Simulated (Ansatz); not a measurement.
Consider Mn3Sn.

Space group P6_3/mmc; not relaxed (largest force 0.4 eV/Å); the calculation finds a residual pressure of about 3 GPa at this fixed cell; spin-polarised. Net moment 21.6 μB in the 8-atom cell of the calculation; other magnetic orders weren't tried. r2SCAN tends to overestimate the moments of metals. Another magnetic order may lie lower.

```
CELL_PARAMETERS angstrom
5.67000 0.00000 0.00000
-2.83500 4.91036 0.00000
0.00000 0.00000 4.53000
ATOMIC_POSITIONS crystal
Mn 0.83300 0.66600 0.25000
Mn 0.16700 0.83300 0.75000
Mn 0.33400 0.16700 0.25000
Mn 0.16700 0.33400 0.75000
Mn 0.83300 0.16700 0.25000
Mn 0.66600 0.83300 0.75000
Sn 0.33333 0.66667 0.25000
Sn 0.66667 0.33333 0.75000
```

Computed with DFT r2SCAN, scalar-relativistic, plane waves, PAW (Ansatz 0.2.0).

**What will a map of ρ − Σ ρ(atoms) show?**

Mn–Sn (2.79 Å): Δρ is +0.011 e/Å³ at the midpoint.
- Mn–Mn (2.80 Å): Δρ is about zero at the midpoint.
- Over the whole cell, outside the masked cores, the largest gain, 0.04 e/Å³, lies 1.6 Å from a manganese nucleus and 2.3 Å from a tin one, and the largest loss lies at the edge of the masked core of Sn.
- In all about 0.13 e an atom is rearranged against the free atoms.

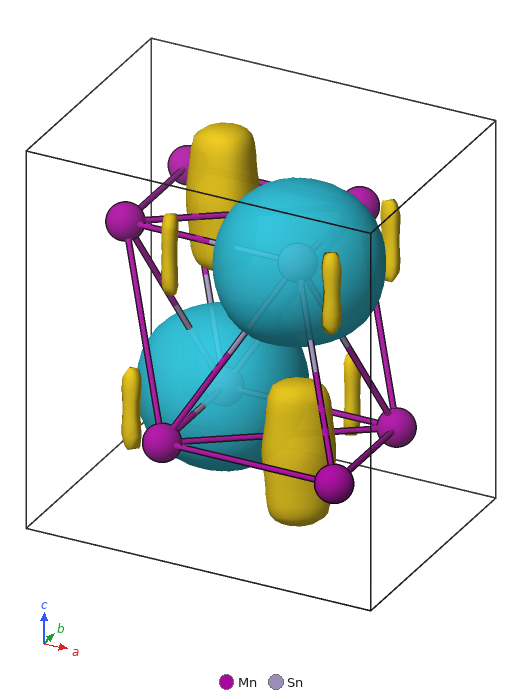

Computed deformation density: yellow surfaces at +0.03 and cyan ones at −0.03 e/Å³, in the conventional cell seen slightly off an axis (the regions close to the nuclei are left out).

Cores are masked to 0.9 Å (Mn) and 0.9 Å (Sn).

In a PAW calculation such maps are meaningful between the atoms, not at the nuclei.

Caution: this solution isn't shown to be the electronic ground state.
